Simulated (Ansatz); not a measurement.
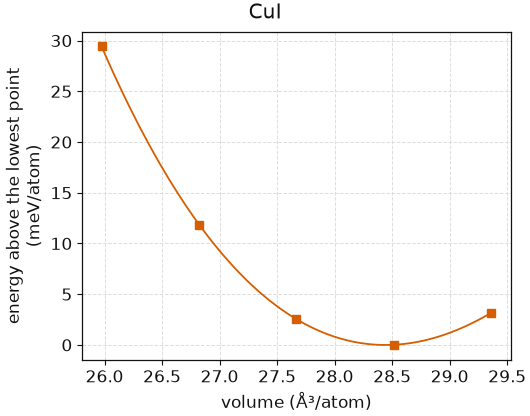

Plotted: energy above the lowest point against volume for CuI, space group F-43m (No. 216) (one of a set of cubic test structures, which need not be the stable phase).

Method: equation of state of a cubic crystal from periodic Kohn-Sham density functional theory without spin, third-order Birch-Murnaghan fit to the free energies; pressure corrected for the finite basis (Ansatz 0.2.0 development build). Level: HSE06.

structure type zinc blende; atoms in cell 2; space group number 216; lattice centring face-centred primitive; k mesh 4×4×4; occupation method Fermi–Dirac; occupation width 0.05 eV; wave cutoff 420 eV; datasets soft-1 PAW; density tolerance 0 eV; bands 22; density cutoff ratio 4; search for lower states default; exchange singularity Wigner-Seitz.

From this curve and the settings, what does the calculation give for the pressure at the same points?

The pressure falls from 4.189 GPa at volume 25.97 Å³/atom to −1.079 GPa at 29.36 Å³/atom, and changes sign near 28.44 Å³/atom.

```tsv
volume (Å³/atom)	pressure (GPa)
25.97	4.189
26.82	2.484
27.67	1.067
28.52	-0.100
29.36	-1.079
```
